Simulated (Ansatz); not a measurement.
System: Ru₆S (slab).

```
Ru S
1.0
     2.71980    0.00000    0.00000
     0.00000    4.29666    0.00000
     0.00000    0.00000   20.83834
Ru S
6 1
Direct
  0.00000 0.75000 0.19195
  0.50000 0.25000 0.22963
  0.50000 0.75000 0.30499
  0.00000 0.25000 0.34074
  0.00000 0.75000 0.41686
  0.50000 0.25000 0.44813
  0.66667 0.35000 0.54970
```

Not relaxed (largest force 1.3 eV/Å); computed without spin polarisation; PAW files of the earlier set (soft_1).

Theory: DFT PBE, scalar-relativistic, plane waves, PAW (Ansatz).

What will maps of the valence pseudo-density and electron localisation function show?

Ru–Ru (2.66 Å): ρ is about 0.41 e/Å³ halfway; the ELF is about 0.30 at the midpoint: no shared electron pair shows on this line.

Metal or insulator at this level of theory?

It is gapless in this calculation (a metal or semimetal).

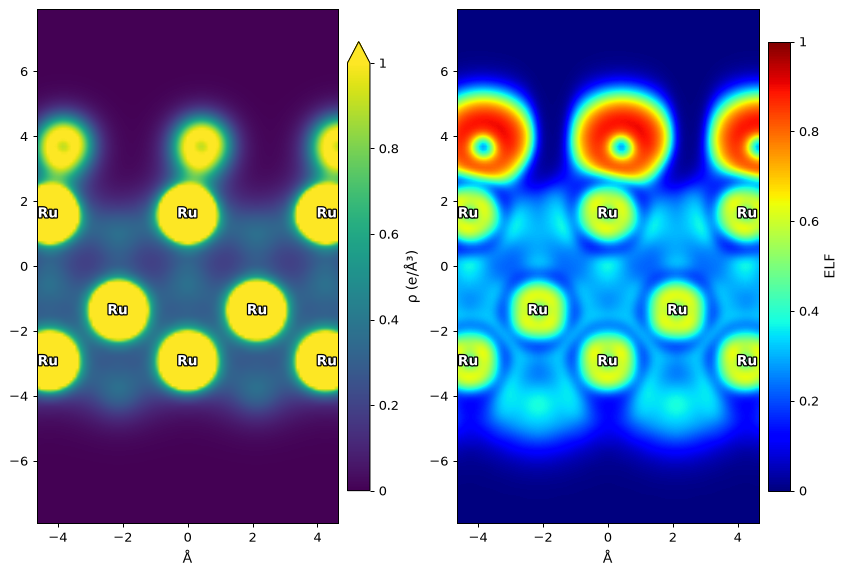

Computed valence pseudo-density and electron localisation function on the (100) plane of the calculation cell, a cut from vacuum to vacuum, in this order. Atoms just off the plane (S, 0.5 Å away) can leave unmarked features too.

In a PAW calculation such maps are meaningful between the atoms, not at the nuclei.
